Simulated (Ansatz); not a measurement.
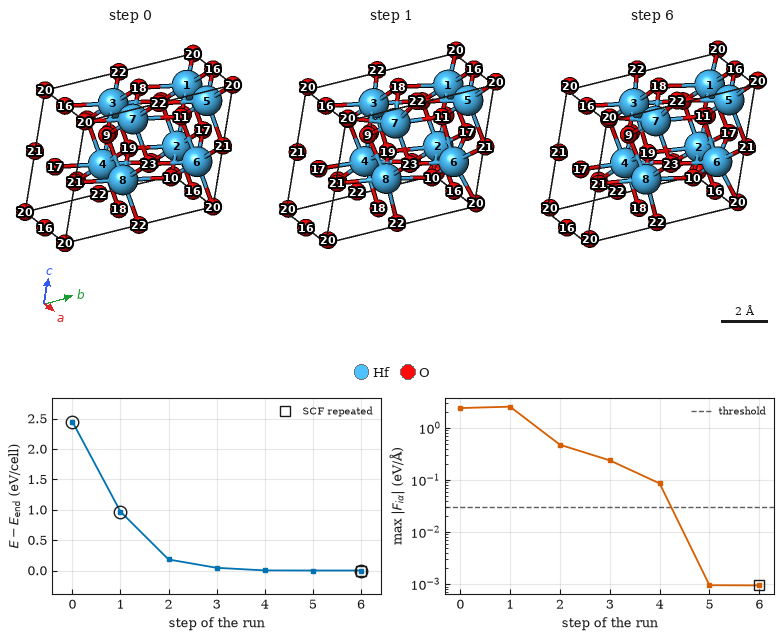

Frames of a relaxation of a defect cell of composition Hf₈O₁₅ (cell charge +2), marked on the history of the run. The picture is a ball-and-stick view of the cell of the calculation (origin shifted), seen slightly off an axis.

The calculation used DFT, PBE, plane-wave PAW, default files, scalar-relativistic (Ansatz).

Input
```yaml
crystal:
  lattice:
    - [0.0, 5.03215922, 5.03215922]
    - [5.03215922, 0.0, 5.03215922]
    - [5.03215922, 5.03215922, 0.0]
  atoms:
    - { symbol: Hf, position: [0.0, 0.0, 0.0] }
    - { symbol: Hf, position: [0.0, 0.0, 0.5] }
    - { symbol: Hf, position: [0.0, 0.5, 0.0] }
    - { symbol: Hf, position: [0.0, 0.5, 0.5] }
    - { symbol: Hf, position: [0.5, 0.0, 0.0] }
    - { symbol: Hf, position: [0.5, 0.0, 0.5] }
    - { symbol: Hf, position: [0.5, 0.5, 0.0] }
    - { symbol: Hf, position: [0.5, 0.5, 0.5] }
    - { symbol: O, position: [0.375, 0.375, 0.875] }
    - { symbol: O, position: [0.375, 0.875, 0.375] }
    - { symbol: O, position: [0.375, 0.875, 0.875] }
    - { symbol: O, position: [0.875, 0.375, 0.375] }
    - { symbol: O, position: [0.875, 0.375, 0.875] }
    - { symbol: O, position: [0.875, 0.875, 0.375] }
    - { symbol: O, position: [0.875, 0.875, 0.875] }
    - { symbol: O, position: [0.125, 0.125, 0.125] }
    - { symbol: O, position: [0.125, 0.125, 0.625] }
    - { symbol: O, position: [0.125, 0.625, 0.125] }
    - { symbol: O, position: [0.125, 0.625, 0.625] }
    - { symbol: O, position: [0.625, 0.125, 0.125] }
    - { symbol: O, position: [0.625, 0.125, 0.625] }
    - { symbol: O, position: [0.625, 0.625, 0.125] }
    - { symbol: O, position: [0.625, 0.625, 0.625] }
total_charge: 2
kpoints:
  mp_grid: { grid: [3, 3, 3] }
scf:
  occupations: { method: fermi_dirac, width: 0.01 }
hamiltonian:
  xc: pbe
  pseudopotentials: { kind: paw }
output:
  forces: true
  stress: true
  populations: true
  efg:
    quadrupole_moments_barn: { Hf: 3.365, O: -0.02558 }
    contact_densities: true
  write_density: true
  write_potential: true
  elf: true
  volumetric_format: npy
relax:
  f_tol: 0.03
  max_steps: 40
```

Launched with:
```bash
ansatz run input.yaml --threads 1 --pin off --max-ram 3072MiB --backend cpu --events-out ev --progress --plain --runs-dir out
```

Question: Describe the path.

Answer: The largest moves, 0.23 Å, are those of O17, O18, O19, O20, O21 and O22. O19 goes along [1 −1 −1]. By element the largest moves are O 0.23 Å, Hf 0.09 Å. The lattice vectors keep their values. Near-neighbour distances that change, for instance: Hf1–O17 2.179 → 2.331 Å, Hf4–Hf6 3.558 → 3.408 Å, Hf4–O23 2.179 → 2.087 Å, Hf4–O17 2.179 → 2.096 Å. Bond angles that change, for instance: Hf6–O21–Hf8 109.5° → 124.4°, Hf2–O21–Hf5 109.5° → 102.6°, Hf6–O10–Hf8 109.5° → 104.2°. The energy falls by 2.450 eV per cell of the calculation in 5 accepted moves (6 points after the start). The largest force component goes from 2.4 to 0.00095 eV/Å. 1 step only repeated the SCF at the same geometry. From step 0 to 1: Hf atoms move most (0.20 Å), energy −1.481 eV per cell of the calculation. From step 1 to 6: Hf atoms move most (0.11 Å), energy −0.968 eV per cell of the calculation.

Limits of the set-up: the periodic images lie only 7.1 Å apart, so the values are limited by the cell's size; the cell is charged, on a uniform background, and energies carry no finite-size correction.
